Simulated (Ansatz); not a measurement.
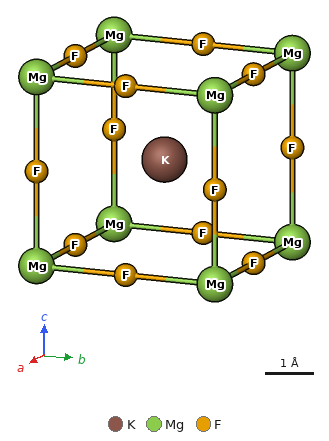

Lattice vibrations of a crystal of KMgF3 (a generated structure), space group Pm-3m (No. 221), at the zone centre. The picture is a ball-and-stick view of the cell of the calculation, seen slightly off an axis. Only the shorter bonds are drawn.

These are results of DFT PBE, scalar-relativistic, plane waves, PAW in Ansatz 0.2.0, not measurements. Settings: plane-wave cutoff 420 eV; k-point mesh 6 × 6 × 6; occupations fixed; no spin polarisation.

Frequencies are those without the non-analytic (LO–TO) term.

Give the spectrum at this point.

The calculation's cell holds 5 atoms, so there are 12 optical modes, in 4 levels. The optical modes span 3T₁u + T₂u. No level is unstable.

| level | symmetry | frequency (cm⁻¹) | activity |
| --- | --- | --- | --- |
| 1 | T₁u | 139 | infrared-active |
| 2 | T₂u | 181 | silent |
| 3 | T₁u | 280 | infrared-active |
| 4 | T₁u | 421 | infrared-active |

The modes drawn as arrows (one member of each degenerate set):

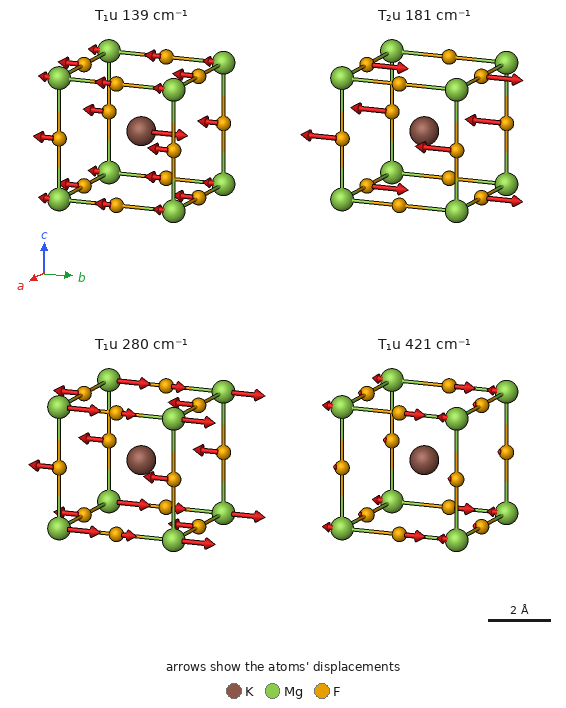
